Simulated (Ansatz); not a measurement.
**Run report: C8H18N4O5, geometry relaxation (part 1 of 3)**

System: C8H18N4O5 (C2, 35 atoms in the cell).
Method: DFT PBEsol, scalar-relativistic, plane waves, PAW, no spin polarisation (Ansatz 0.2.0).

The structure derives from an entry of the Crystallography Open Database. It belongs to a series of runs on one base structure; here: relaxed again at another level of theory.

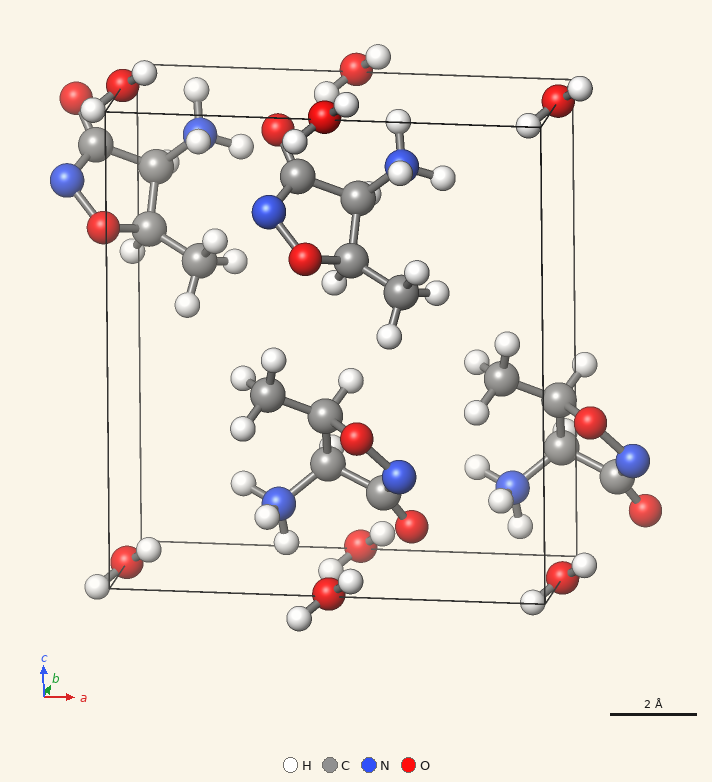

The starting structure (ball-and-stick view of the cell 2 times as large as that of the calculation, set on its symmetry axes, seen at an oblique angle).

Input
```yaml
crystal:
  lattice:
    - [5.1651507032, -2.443816002, 0.0268740403]
    - [5.1651507032, 2.443816002, 0.0268740403]
    - [-0.161868396, 0.0, 11.4847280838]
  atoms:
    - { symbol: H, position: [0.7587838405, 0.3313096642, 0.7669063638] }
    - { symbol: H, position: [0.6686903358, 0.2412161595, 0.2330936362] }
    - { symbol: H, position: [0.9309073073, 0.0330017128, 0.6021326295] }
    - { symbol: H, position: [0.9669982872, 0.0690926927, 0.3978673705] }
    - { symbol: H, position: [0.08765354, 0.1779674681, 0.9455043869] }
    - { symbol: H, position: [0.8220325319, 0.91234646, 0.0544956131] }
    - { symbol: H, position: [0.3846766956, 0.9277708078, 0.8655448593] }
    - { symbol: H, position: [0.0722291922, 0.6153233044, 0.1344551407] }
    - { symbol: H, position: [0.1624243865, 0.3018550386, 0.8276669567] }
    - { symbol: H, position: [0.6981449614, 0.8375756135, 0.1723330433] }
    - { symbol: H, position: [0.4337352035, 0.8324809124, 0.5291327299] }
    - { symbol: H, position: [0.1675190876, 0.5662647965, 0.4708672701] }
    - { symbol: H, position: [0.550987172, 0.8518242764, 0.6702116343] }
    - { symbol: H, position: [0.1481757236, 0.449012828, 0.3297883657] }
    - { symbol: H, position: [0.2561380374, 0.1901036724, 0.5967402798] }
    - { symbol: H, position: [0.8098963276, 0.7438619626, 0.4032597202] }
    - { symbol: H, position: [0.6339257619, 0.4851103135, 0.0408175879] }
    - { symbol: H, position: [0.5148896865, 0.3660742381, 0.9591824121] }
    - { symbol: C, position: [0.9136270114, 0.8955513645, 0.8285742675] }
    - { symbol: C, position: [0.1044486355, 0.0863729886, 0.1714257325] }
    - { symbol: C, position: [0.9726209426, 0.1020928589, 0.7794804083] }
    - { symbol: C, position: [0.8979071411, 0.0273790574, 0.2205195917] }
    - { symbol: C, position: [0.1193629105, 0.9430024447, 0.6641308898] }
    - { symbol: C, position: [0.0569975553, 0.8806370895, 0.3358691102] }
    - { symbol: C, position: [0.3542362713, 0.9545594838, 0.6124868126] }
    - { symbol: C, position: [0.0454405162, 0.6457637287, 0.3875131874] }
    - { symbol: "N", position: [0.0717460078, 0.6348077495, 0.7730743098] }
    - { symbol: "N", position: [0.3651922505, 0.9282539922, 0.2269256902] }
    - { symbol: "N", position: [0.1645940265, 0.1249733117, 0.8586237384] }
    - { symbol: "N", position: [0.8750266883, 0.8354059735, 0.1413762616] }
    - { symbol: O, position: [0.2564532701, 0.6289147817, 0.6865989776] }
    - { symbol: O, position: [0.3710852183, 0.7435467299, 0.3134010224] }
    - { symbol: O, position: [0.7278590595, 0.97334579, 0.9112309871] }
    - { symbol: O, position: [0.02665421, 0.2721409405, 0.0887690129] }
    - { symbol: O, position: [0.4479602065, 0.5520397935, 0.0] }
basis:
  ecutwfc: 420
kpoints:
  mp_grid: { grid: [4, 4, 2] }
hamiltonian:
  xc: pbesol
scf:
  occupations: { method: gaussian, width: 0.02 }
output:
  forces: true
  stress: true
  eigenvalues: true
  write_density: true
  write_potential: true
  elf: true
  volumetric_format: npy
relax:
  adjacent_minimum: "off"
  f_tol: 0.02
  max_steps: 50
  cell: { stress_tol: 0.03 }
```

Run as:
```bash
ansatz run input.yaml --threads 8 --pin off --max-ram 16384MiB --backend cpu --events-out ev --progress --plain --runs-dir out
```

Log
```
Engine: ansatz 0.2.0, aarch64-unknown-linux-gnu
Pseudopotentials: kind: paw
Pseudopotential: H, paw, valence charge 1, recommended cutoff 420 eV (normal), H.paw.azcp
Pseudopotential: C, paw, valence charge 4, recommended cutoff 420 eV (normal), C.paw.azcp
Pseudopotential: N, paw, valence charge 5, recommended cutoff 420 eV (normal), N.paw.azcp
Pseudopotential: O, paw, valence charge 6, recommended cutoff 420 eV (normal), O.paw.azcp
Functional definition: PBEsol
  exchange = pbesol_x
  correlation = pbesol_c
Crystal: 35 atoms, lattice volume = 289.957 Å³
Basis set: ecut = 420 eV, 5703 PW (Γ), exchange–correlation on 80×80×160 points (8 copies of the dense FFT grid, shifted against one another)
Bands: 85, of which v1, the nominal top of the filled ones, is band 50 counted from 1 (49 counted from 0)
Symmetry: 2 space group operations
Space group: C2 (ITA 5), of the structure as read, at distance tolerance 6.6e-5 Å
k-points: 14 of 32 (time reversal used)
Non-local potential: H, projectors of the file, l = 0: 2, l = 1: 1
Non-local potential: C, projectors of the file, l = 0: 2, l = 1: 2, l = 2: 1
Non-local potential: N, projectors of the file, l = 0: 2, l = 1: 2, l = 2: 1
Non-local potential: O, projectors of the file, l = 0: 2, l = 1: 2, l = 2: 1
PAW form: soft (Blöchl's): semilocal exchange-correlation on the pseudo side does not see the compensation charge
PAW frozen core: C, regenerated for the run's functional, and the local potential with it (the file was generated under x = pbe(κ = 0.804, μ = 0.2195149727645171), c = pbe(β = 0.06672455060314922))
PAW frozen core: N, regenerated for the run's functional, and the local potential with it (the file was generated under x = pbe(κ = 0.804, μ = 0.2195149727645171), c = pbe(β = 0.06672455060314922))
PAW frozen core: O, regenerated for the run's functional, and the local potential with it (the file was generated under x = pbe(κ = 0.804, μ = 0.2195149727645171), c = pbe(β = 0.06672455060314922))
PAW one-centre angular grid: H, 110 points (default); XC on 64 Gauss nodes
PAW one-centre angular grid: C, 110 points (default); XC on 64 Gauss nodes
PAW one-centre angular grid: N, 110 points (default); XC on 64 Gauss nodes
PAW one-centre angular grid: O, 110 points (default); XC on 64 Gauss nodes
Initial density: superposition of atomic densities (neutral atoms: chi_scale 0, normalization atom), corrected by the library's trained network
Initial wavefunctions: pseudopotential atomic-orbital guess
Functional: x = pbesol(κ = 0.804, μ = 0.12345679012345678), c = pbesol(β = 0.046)
SCF iter   1: F=—  HF=-6573.409952 eV  |F-HF|=—  |Δ(HF+E_count)|=         —  Δρ=8.53e-3  dr2=1.81e-1  ethr=1.77e-3  ⟨swp⟩=6.0  Hψ=5262  notcnv=0  defer=51
preconditioner: auto → Resta (q_TF=auto, 2.285 Å⁻¹)  ε∞=2.7  [insulator: Δε(μ)=3.700 eV  Ē_g=16.863 eV  σ=0.020 eV  W_gap=1.00  n_scr=54 (ndim 8)  ℏωp=21.8 eV  f_vac=0.137  D(μ)=0.00/eV (n_scr^D=0)  ε∞_Penn≈2.7]
SCF iter   2: F=—  HF=-6573.373754 eV  |F-HF|=—  |Δ(HF+E_count)|=   3.62e-2  Δρ=4.56e-3  dr2=3.90e-2  ethr=1.81e-4  ⟨swp⟩=3.0  Hψ=2111  notcnv=0  defer=411
SCF iter   3: F=—  HF=-6573.368523 eV  |F-HF|=—  |Δ(HF+E_count)|=   5.23e-3  Δρ=2.31e-3  dr2=1.59e-2  ethr=3.90e-5  ⟨swp⟩=2.0  Hψ=1530  notcnv=0  defer=411
SCF iter   4: F=—  HF=-6573.366213 eV  |F-HF|=—  |Δ(HF+E_count)|=   2.31e-3  Δρ=5.70e-4  dr2=1.19e-3  ethr=1.59e-5  ⟨swp⟩=2.0  Hψ=1528  notcnv=0  defer=411
SCF iter   5: F=—  HF=-6573.366382 eV  |F-HF|=—  |Δ(HF+E_count)|=   1.68e-4  Δρ=2.40e-4  dr2=1.71e-4  ethr=1.19e-6  ⟨swp⟩=2.0  Hψ=1286  notcnv=0  defer=411
SCF iter   6: F=—  HF=-6573.366505 eV  |F-HF|=—  |Δ(HF+E_count)|=   1.24e-4  Δρ=1.06e-4  dr2=2.96e-5  ethr=1.71e-7  ⟨swp⟩=2.0  Hψ=1476  notcnv=0  defer=411
SCF iter   7: F=—  HF=-6573.366450 eV  |F-HF|=—  |Δ(HF+E_count)|=   5.50e-5  Δρ=3.38e-5  dr2=3.49e-6  ethr=2.96e-8  ⟨swp⟩=2.0  Hψ=1862  notcnv=0  defer=411
SCF iter   8: F=—  HF=-6573.366454 eV  |F-HF|=—  |Δ(HF+E_count)|=   3.78e-6  Δρ=1.37e-5  dr2=5.49e-7  ethr=3.49e-9  ⟨swp⟩=2.0  Hψ=1457  notcnv=0  defer=411
SCF iter   9: F=—  HF=-6573.366455 eV  |F-HF|=—  |Δ(HF+E_count)|=   8.72e-7  Δρ=7.41e-6  dr2=1.49e-7  ethr=1.00e-10  ⟨swp⟩=18.4  Hψ=10320  notcnv=0
SCF iter  10: F=-6573.366455 eV  HF=-6573.366455 eV  |F-HF|=1.83e-8  |Δ(HF+E_count)|=   1.05e-7  Δρ=2.43e-6  dr2=1.68e-8  ethr=1.00e-10  ⟨swp⟩=10.8  Hψ=7213  notcnv=0
SCF 1 converged in 10 iterations: F = -6573.366455 eV  dr2 = 1.68e-8
  greatest PAW one-centre occupation: 0.866 electrons in one spin orbital (limit 2), on the O atom at site 33 (counted from 0), in its partial waves of l = 0
relax step   1: F+E_penalty+E_count = -6573.36645502 eV  Δ(F+E_penalty+E_count) = +0.000e0 eV  max|allowed force component| = 3.504e-1 eV/Å  Δτ_max = 0.0000 Å  P = -0.405 GPa  Ω = 289.957 Å³  (10 SCF iters, dr2 threshold 1.00e-7 eV, accepted)
Crystal: 35 atoms, lattice volume = 291.645 Å³
Basis set: ecut = 420 eV, 5699 PW (Γ), exchange–correlation on 80×80×160 points (8 copies of the dense FFT grid, shifted against one another)
Initial density: handed on by an earlier stage of this run
Initial wavefunctions: those handed on with the density
iter 1 solved again at ethr=1.33e-4 eV; its pass at ethr=3.10e-3 eV (dr2=1.33e-1 eV) is discarded
SCF iter   1: F=—  HF=-6573.420683 eV  |F-HF|=—  |Δ(HF+E_count)|=         —  Δρ=1.01e-2  dr2=1.34e-1  ethr=1.33e-4  ⟨swp⟩=2.4  Hψ=5398  notcnv=0
preconditioner: auto → Resta (q_TF=auto, 2.283 Å⁻¹)  ε∞=2.7  [insulator: Δε(μ)=3.669 eV  Ē_g=16.892 eV  σ=0.020 eV  W_gap=1.00  n_scr=54 (ndim 8)  ℏωp=21.7 eV  f_vac=0.149  D(μ)=0.00/eV (n_scr^D=0)  ε∞_Penn≈2.7]
SCF iter   2: F=—  HF=-6573.390117 eV  |F-HF|=—  |Δ(HF+E_count)|=   3.06e-2  Δρ=4.67e-3  dr2=2.40e-2  ethr=1.33e-4  ⟨swp⟩=2.5  Hψ=1957  notcnv=0
SCF iter   3: F=—  HF=-6573.386921 eV  |F-HF|=—  |Δ(HF+E_count)|=   3.20e-3  Δρ=1.99e-3  dr2=8.79e-3  ethr=2.40e-5  ⟨swp⟩=2.5  Hψ=2290  notcnv=0
SCF iter   4: F=—  HF=-6573.385176 eV  |F-HF|=—  |Δ(HF+E_count)|=   1.74e-3  Δρ=3.78e-4  dr2=3.16e-4  ethr=8.79e-6  ⟨swp⟩=2.0  Hψ=2260  notcnv=0
SCF iter   5: F=—  HF=-6573.385151 eV  |F-HF|=—  |Δ(HF+E_count)|=   2.53e-5  Δρ=1.86e-4  dr2=8.32e-5  ethr=3.16e-7  ⟨swp⟩=2.6  Hψ=1737  notcnv=0
SCF iter   6: F=—  HF=-6573.385150 eV  |F-HF|=—  |Δ(HF+E_count)|=   1.41e-6  Δρ=4.85e-5  dr2=7.83e-6  ethr=8.32e-8  ⟨swp⟩=2.0  Hψ=1862  notcnv=0
SCF iter   7: F=-6573.385157 eV  HF=-6573.385156 eV  |F-HF|=1.41e-6  |Δ(HF+E_count)|=   6.04e-6  Δρ=2.08e-5  dr2=1.48e-6  ethr=3.50e-9  ⟨swp⟩=14.3  Hψ=9095  notcnv=0
SCF 2 converged in 7 iterations: F = -6573.385157 eV  dr2 = 1.48e-6
relax step   2: F+E_penalty+E_count = -6573.38515726 eV  Δ(F+E_penalty+E_count) = -1.870e-2 eV  max|allowed force component| = 1.799e-1 eV/Å  Δτ_max = 0.0433 Å  P = -0.228 GPa  Ω = 291.645 Å³  energy of the carried Pulay correction = -6.742e-3 eV  (7 SCF iters, dr2 threshold 3.50e-6 eV, accepted)
Crystal: 35 atoms, lattice volume = 290.216 Å³
Basis set: ecut = 420 eV, 5677 PW (Γ), exchange–correlation on 80×80×160 points (8 copies of the dense FFT grid, shifted against one another)
iter 1 solved again at ethr=6.79e-5 eV; its pass at ethr=3.10e-3 eV (dr2=6.79e-2 eV) is discarded
SCF iter   1: F=—  HF=-6573.417447 eV  |F-HF|=—  |Δ(HF+E_count)|=         —  Δρ=7.68e-3  dr2=6.98e-2  ethr=6.79e-5  ⟨swp⟩=4.4  Hψ=5393  notcnv=0
preconditioner: auto → Resta (q_TF=auto, 2.284 Å⁻¹)  ε∞=2.7  [insulator: Δε(μ)=3.634 eV  Ē_g=16.914 eV  σ=0.020 eV  W_gap=1.00  n_scr=54 (ndim 8)  ℏωp=21.8 eV  f_vac=0.144  D(μ)=0.00/eV (n_scr^D=0)  ε∞_Penn≈2.7]
SCF iter   2: F=—  HF=-6573.401994 eV  |F-HF|=—  |Δ(HF+E_count)|=   1.55e-2  Δρ=3.66e-3  dr2=1.33e-2  ethr=6.79e-5  ⟨swp⟩=2.6  Hψ=1941  notcnv=0
SCF iter   3: F=—  HF=-6573.400296 eV  |F-HF|=—  |Δ(HF+E_count)|=   1.70e-3  Δρ=1.51e-3  dr2=5.09e-3  ethr=1.33e-5  ⟨swp⟩=2.0  Hψ=2279  notcnv=0
SCF iter   4: F=—  HF=-6573.399311 eV  |F-HF|=—  |Δ(HF+E_count)|=   9.85e-4  Δρ=2.85e-4  dr2=1.78e-4  ethr=5.09e-6  ⟨swp⟩=2.0  Hψ=1897  notcnv=0
SCF iter   5: F=—  HF=-6573.399322 eV  |F-HF|=—  |Δ(HF+E_count)|=   1.06e-5  Δρ=1.37e-4  dr2=4.66e-5  ethr=1.78e-7  ⟨swp⟩=2.0  Hψ=1862  notcnv=0
SCF iter   6: F=—  HF=-6573.399324 eV  |F-HF|=—  |Δ(HF+E_count)|=   2.97e-6  Δρ=4.04e-5  dr2=5.24e-6  ethr=4.66e-8  ⟨swp⟩=2.0  Hψ=1862  notcnv=0
SCF iter   7: F=-6573.399329 eV  HF=-6573.399328 eV  |F-HF|=5.95e-7  |Δ(HF+E_count)|=   3.48e-6  Δρ=1.80e-5  dr2=9.57e-7  ethr=2.02e-9  ⟨swp⟩=15.0  Hψ=9136  notcnv=0
SCF 3 converged in 7 iterations: F = -6573.399329 eV  dr2 = 9.57e-7
relax step   3: F+E_penalty+E_count = -6573.39932856 eV  Δ(F+E_penalty+E_count) = -1.417e-2 eV  max|allowed force component| = 6.112e-2 eV/Å  Δτ_max = 0.0348 Å  P = +0.065 GPa  Ω = 290.216 Å³  energy of the carried Pulay correction = -1.035e-3 eV  (7 SCF iters, dr2 threshold 2.02e-6 eV, accepted)
Crystal: 35 atoms, lattice volume = 291.548 Å³
Basis set: ecut = 420 eV, 5705 PW (Γ), exchange–correlation on 80×80×160 points (8 copies of the dense FFT grid, shifted against one another)
iter 1 solved again at ethr=8.54e-6 eV; its pass at ethr=3.10e-3 eV (dr2=8.54e-3 eV) is discarded
SCF iter   1: F=—  HF=-6573.396398 eV  |F-HF|=—  |Δ(HF+E_count)|=         —  Δρ=2.66e-3  dr2=8.40e-3  ethr=8.54e-6  ⟨swp⟩=4.3  Hψ=5269  notcnv=0
preconditioner: auto → Resta (q_TF=auto, 2.283 Å⁻¹)  ε∞=2.7  [insulator: Δε(μ)=3.636 eV  Ē_g=16.906 eV  σ=0.020 eV  W_gap=1.00  n_scr=54 (ndim 8)  ℏωp=21.7 eV  f_vac=0.150  D(μ)=0.00/eV (n_scr^D=0)  ε∞_Penn≈2.7]
SCF iter   2: F=—  HF=-6573.395051 eV  |F-HF|=—  |Δ(HF+E_count)|=   1.35e-3  Δρ=1.31e-3  dr2=1.97e-3  ethr=8.40e-6  ⟨swp⟩=1.6  Hψ=1225  notcnv=0
SCF iter   3: F=—  HF=-6573.395028 eV  |F-HF|=—  |Δ(HF+E_count)|=   2.26e-5  Δρ=5.79e-4  dr2=7.88e-4  ethr=1.97e-6  ⟨swp⟩=2.0  Hψ=1788  notcnv=0
SCF iter   4: F=—  HF=-6573.394881 eV  |F-HF|=—  |Δ(HF+E_count)|=   1.46e-4  Δρ=9.83e-5  dr2=2.75e-5  ethr=7.88e-7  ⟨swp⟩=2.0  Hψ=1792  notcnv=0
SCF iter   5: F=—  HF=-6573.394884 eV  |F-HF|=—  |Δ(HF+E_count)|=   2.56e-6  Δρ=6.53e-5  dr2=1.33e-5  ethr=2.75e-8  ⟨swp⟩=2.1  Hψ=1600  notcnv=0
SCF iter   6: F=—  HF=-6573.394886 eV  |F-HF|=—  |Δ(HF+E_count)|=   1.68e-6  Δρ=1.80e-5  dr2=9.54e-7  ethr=1.33e-8  ⟨swp⟩=2.4  Hψ=1677  notcnv=0
SCF iter   7: F=-6573.394887 eV  HF=-6573.394886 eV  |F-HF|=1.55e-7  |Δ(HF+E_count)|=   7.42e-7  Δρ=6.26e-6  dr2=1.00e-7  ethr=2.33e-10  ⟨swp⟩=15.0  Hψ=8731  notcnv=0
SCF 4 converged in 7 iterations: F = -6573.394887 eV  dr2 = 1.00e-7
relax step   4: F+E_penalty+E_count = -6573.39488658 eV  Δ(F+E_penalty+E_count) = +4.442e-3 eV  max|allowed force component| = 4.244e-2 eV/Å  Δτ_max = 0.0299 Å  P = +0.022 GPa  Ω = 291.548 Å³  energy of the carried Pulay correction = -6.354e-3 eV  (7 SCF iters, dr2 threshold 2.33e-7 eV, accepted)
Crystal: 35 atoms, lattice volume = 291.395 Å³
Basis set: ecut = 420 eV, 5697 PW (Γ), exchange–correlation on 80×80×160 points (8 copies of the dense FFT grid, shifted against one another)
iter 1 solved again at ethr=6.46e-7 eV; its pass at ethr=3.10e-3 eV (dr2=6.46e-4 eV) is discarded
SCF iter   1: F=—  HF=-6573.396327 eV  |F-HF|=—  |Δ(HF+E_count)|=         —  Δρ=8.29e-4  dr2=6.49e-4  ethr=6.46e-7  ⟨swp⟩=3.9  Hψ=4934  notcnv=0
preconditioner: auto → Resta (q_TF=auto, 2.283 Å⁻¹)  ε∞=2.7  [insulator: Δε(μ)=3.623 eV  Ē_g=16.898 eV  σ=0.020 eV  W_gap=1.00  n_scr=54 (ndim 8)  ℏωp=21.8 eV  f_vac=0.147  D(μ)=0.00/eV (n_scr^D=0)  ε∞_Penn≈2.7]
SCF iter   2: F=—  HF=-6573.396297 eV  |F-HF|=—  |Δ(HF+E_count)|=   3.01e-5  Δρ=4.17e-4  dr2=1.65e-4  ethr=6.46e-7  ⟨swp⟩=1.0  Hψ=1190  notcnv=0
SCF iter   3: F=—  HF=-6573.396318 eV  |F-HF|=—  |Δ(HF+E_count)|=   2.14e-5  Δρ=1.44e-4  dr2=4.69e-5  ethr=1.65e-7  ⟨swp⟩=2.0  Hψ=1833  notcnv=0
SCF iter   4: F=—  HF=-6573.396301 eV  |F-HF|=—  |Δ(HF+E_count)|=   1.73e-5  Δρ=2.70e-5  dr2=2.43e-6  ethr=4.69e-8  ⟨swp⟩=2.0  Hψ=1701  notcnv=0
SCF iter   5: F=—  HF=-6573.396303 eV  |F-HF|=—  |Δ(HF+E_count)|=   1.42e-6  Δρ=1.50e-5  dr2=7.31e-7  ethr=2.43e-9  ⟨swp⟩=2.0  Hψ=1834  notcnv=0
SCF iter   6: F=—  HF=-6573.396303 eV  |F-HF|=—  |Δ(HF+E_count)|=   1.66e-7  Δρ=6.58e-6  dr2=1.33e-7  ethr=7.31e-10  ⟨swp⟩=2.1  Hψ=1627  notcnv=0
SCF iter   7: F=-6573.396303 eV  HF=-6573.396303 eV  |F-HF|=5.97e-9  |Δ(HF+E_count)|=   3.95e-8  Δρ=2.36e-6  dr2=1.55e-8  ethr=1.13e-10  ⟨swp⟩=14.1  Hψ=7386  notcnv=0
SCF 5 converged in 7 iterations: F = -6573.396303 eV  dr2 = 1.55e-8
relax step   5: F+E_penalty+E_count = -6573.39630273 eV  Δ(F+E_penalty+E_count) = -1.416e-3 eV  max|allowed force component| = 1.569e-2 eV/Å  Δτ_max = 0.0149 Å  P = +0.006 GPa  Ω = 291.395 Å³  energy of the carried Pulay correction = -5.744e-3 eV  (7 SCF iters, dr2 threshold 1.13e-7 eV, accepted)
Initial wavefunctions: pseudopotential atomic-orbital guess (no wavefunctions were taken with the density)
iter 1 solved again at ethr=1.31e-7 eV; its pass at ethr=3.10e-3 eV (dr2=1.31e-4 eV) is discarded
SCF iter   1: F=—  HF=-6573.400341 eV  |F-HF|=—  |Δ(HF+E_count)|=         —  Δρ=1.22e-4  dr2=2.29e-6  ethr=1.31e-7  ⟨swp⟩=4.6  Hψ=9300  notcnv=0
preconditioner: auto → Resta (q_TF=auto, 2.283 Å⁻¹)  ε∞=2.7  [insulator: Δε(μ)=3.626 eV  Ē_g=16.899 eV  σ=0.020 eV  W_gap=1.00  n_scr=54 (ndim 8)  ℏωp=21.8 eV  f_vac=0.147  D(μ)=0.00/eV (n_scr^D=0)  ε∞_Penn≈2.7]
SCF iter   2: F=—  HF=-6573.401140 eV  |F-HF|=—  |Δ(HF+E_count)|=   7.99e-4  Δρ=6.15e-5  dr2=5.76e-7  ethr=2.29e-9  ⟨swp⟩=2.0  Hψ=1747  notcnv=0
SCF iter   3: F=—  HF=-6573.401413 eV  |F-HF|=—  |Δ(HF+E_count)|=   2.73e-4  Δρ=8.65e-6  dr2=1.00e-7  ethr=5.76e-10  ⟨swp⟩=2.0  Hψ=1860  notcnv=0
SCF iter   4: F=—  HF=-6573.401415 eV  |F-HF|=—  |Δ(HF+E_count)|=   1.85e-6  Δρ=1.24e-6  dr2=2.56e-9  ethr=1.00e-10  ⟨swp⟩=2.0  Hψ=1858  notcnv=0
SCF iter   5: F=—  HF=-6573.401415 eV  |F-HF|=—  |Δ(HF+E_count)|=   5.17e-9  Δρ=5.07e-7  dr2=4.75e-10  ethr=2.56e-12  ⟨swp⟩=2.0  Hψ=1792  notcnv=0
SCF iter   6: F=-6573.401415 eV  HF=-6573.401415 eV  |F-HF|=4.25e-10  |Δ(HF+E_count)|=   1.39e-9  Δρ=1.89e-7  dr2=8.23e-11  ethr=1.00e-12  ⟨swp⟩=8.1  Hψ=5169  notcnv=0
SCF 6 converged in 6 iterations: F = -6573.401415 eV  dr2 = 8.23e-11
relax step   6: F+E_penalty+E_count = -6573.40141523 eV  Δ(F+E_penalty+E_count) = -5.112e-3 eV  max|allowed force component| = 1.524e-2 eV/Å  Δτ_max = 0.0000 Å  P = +0.028 GPa  Ω = 291.395 Å³  stress off target by 5.42e-2 GPa  SCF on the basis re-selected at this cell (its energy is not comparable with the rows above)  (6 SCF iters)
basis re-selected at this cell: Δ(F+E_penalty+E_count) = -5.112e-3 eV, ΔP = +0.022 GPa vs the last step (what re-selecting the basis moved, of the pressure what is left beyond the Pulay correction that the steps carried, after the strain that the cell walked since its last selection, with what the two solves' SCF thresholds leave and, on support functions, any second-order correction that the steps lacked; it is no measure of the basis error at this ecutwfc). This SCF's stress stands 5.42e-2 GPa from its target on what of the cell is left free (relax.cell.stress_tol is 3.00e-2 GPa) and its largest allowed force component is 1.52e-2 eV/Å (relax.f_tol is 2.00e-2 eV/Å): not within both, so this SCF does not close the relaxation
Crystal: 35 atoms, lattice volume = 291.734 Å³
Basis set: ecut = 420 eV, 5721 PW (Γ), exchange–correlation on 80×80×160 points (8 copies of the dense FFT grid, shifted against one another)
iter 1 solved again at ethr=1.40e-6 eV; its pass at ethr=3.10e-3 eV (dr2=1.40e-3 eV) is discarded
```
